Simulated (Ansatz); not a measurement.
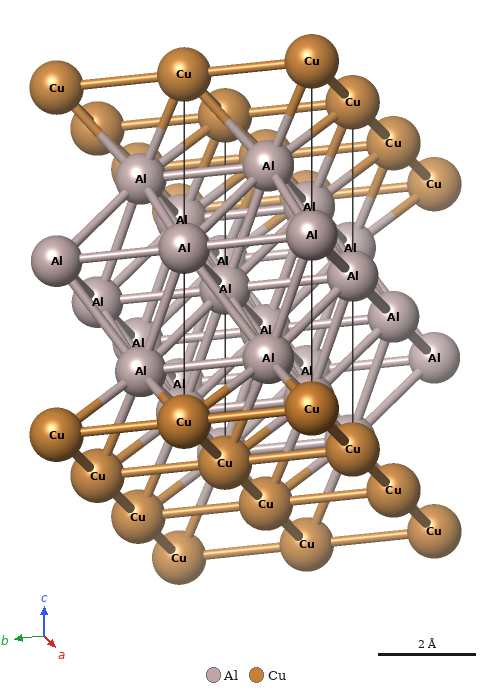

This is crystalline Al3Cu (set up in P4/mmm). Style: ball-and-stick. Shown: the cell of the calculation, repeated 3 × 2 × 1 with one cell outlined, from a free direction.

Level of theory: Ansatz 0.2.0, DFT r2SCAN, scalar-relativistic, plane waves, PAW. Set-up: plane-wave cutoff 500 eV; k-point mesh 16 × 16 × 6; occupations gaussian; smearing width 0.1 eV; no spin polarisation.

Now this is done to it. The crystal is put under a hydrostatic pressure of 15 GPa. Cell and atoms are relaxed at that pressure.

### What does the calculation give for the changed structure?

Cell: a = b 2.774 → 2.677 Å (−3.5 %), c 7.592 → 7.297 Å (−3.9 %). Volume −10.5 %. The largest moves relative to the cell, 0.028 Å, are those of Al atoms. Cu stays in place. Some distances before and after: Al–Al 2.878 → 2.751 Å, Al–Al 2.774 → 2.677 Å, Cu–Cu 2.774 → 2.677 Å, Al–Cu 2.589 → 2.513 Å. The space group stays P4/mmm (No. 123). The energy rises by 64.6 meV per atom. Pressure: 0.0 GPa before, 15.0 GPa after. It is metallic before and after.

Drawn alike, the variant:

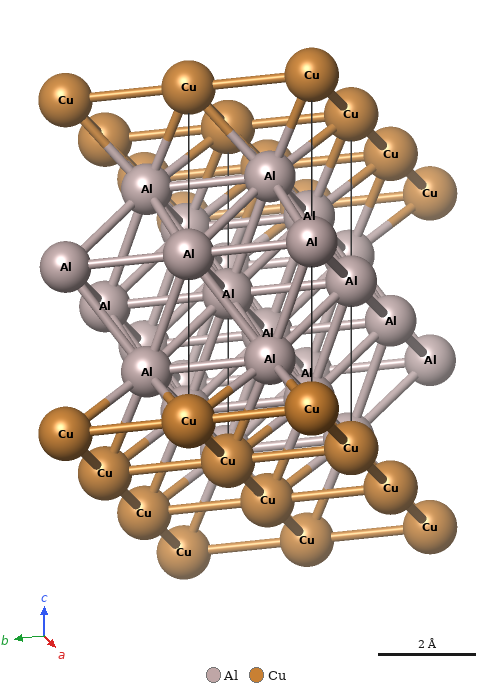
